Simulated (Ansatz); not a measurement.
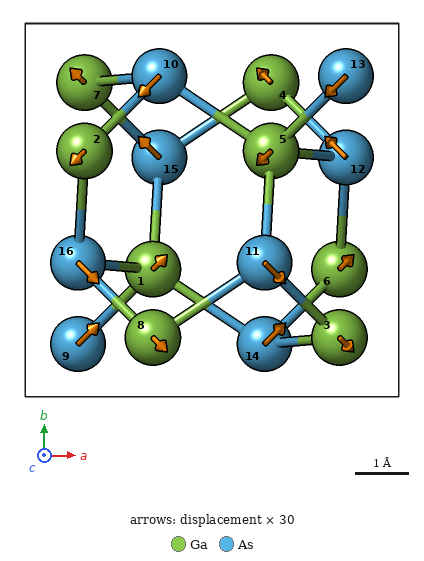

A relaxation of crystalline GaAs (built on the database_205 type). The starting structure is drawn; orange arrows show the displacements (the part carried along by the change of the cell is left out), magnified 30 times.

A ball-and-stick model of the cell of the calculation, seen along the c axis.

Case: structure listed in a database for this formula (Pa-3, No. 205).

Level of theory: DFT r2SCAN, scalar-relativistic, plane waves, PAW (Ansatz). Set-up: plane-wave cutoff 500 eV; k-point mesh 6 × 6 × 6; occupations gaussian; smearing width 0.1 eV; no spin polarisation; cell and atoms relaxed; force threshold 0.01 eV/Å; at most 80 steps.

**What did the optimiser do to the structure, and how much energy did it gain?**

The largest moves relative to the cell, 0.024 Å, are those of 8 atoms (As9, As10, As11, As12 and others). As14 goes along [1 1 −1]. By element the largest moves are As 0.024 Å, Ga 0.017 Å. Cell: a = b = c 7.053 → 6.962 Å (−1.3 %). Volume −3.8 %. Among the contacts that change: Ga1–As9 2.451 → 2.413 Å, Ga1–As14 2.545 → 2.512 Å. The space group stays Pa-3 (No. 205). Over 2 accepted moves (3 points after the start) the energy falls by 0.130 eV per cell of the calculation. The largest force component goes from 0.12 to 0.0063 eV/Å. Pressure: −2.78 GPa at the start and −0.03 GPa at the end. The SCF was repeated once at an unchanged geometry on a basis and grid sized afresh for the cell, which shifted the energy by 3.2 meV per cell of the calculation at most.
